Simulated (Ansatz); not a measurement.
A periodic structure is given below.

```
CELL_PARAMETERS angstrom
3.21493 0.00000 0.00000
-1.60747 2.78421 0.00000
0.00000 0.00000 16.15892
ATOMIC_POSITIONS crystal
W 0.00000 0.00000 0.50000
Se 0.33333 0.66667 0.59970
Se 0.33333 0.66667 0.40030
```

Q: What does this file describe?

A: Its composition is WSe₂. With Z = 1, the cell contains 1 W, 2 Se. W is coordinated by six Se in a trigonal prismatic arrangement at 2.46 Å. The Se atoms are each bonded to three W in a trigonal pyramidal arrangement at 2.46 Å. Not all metal-metal contacts are counted. The bonds build WSe2 layers parallel to (001).

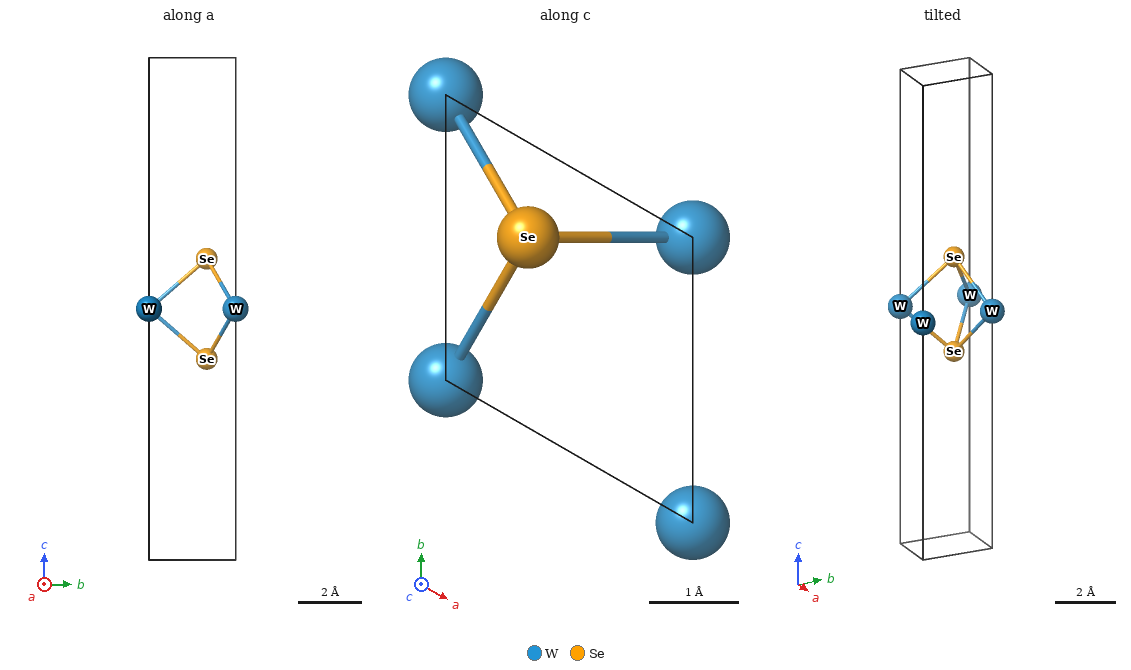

View along the a axis, along the c axis and slightly off an axis, drawn as a ball-and-stick model. The parallelepiped is the simulation cell.

It goes back to a structure listed in the Materials Project. The cell was then strained or its atoms displaced on purpose. It was run through Ansatz as a DFT input.

At this level of theory the run's own cell isn't at rest (compressed, at 6 GPa and forces up to 1.8 eV/Å), so its distances can differ from those at equilibrium, the more so the softer the solid.
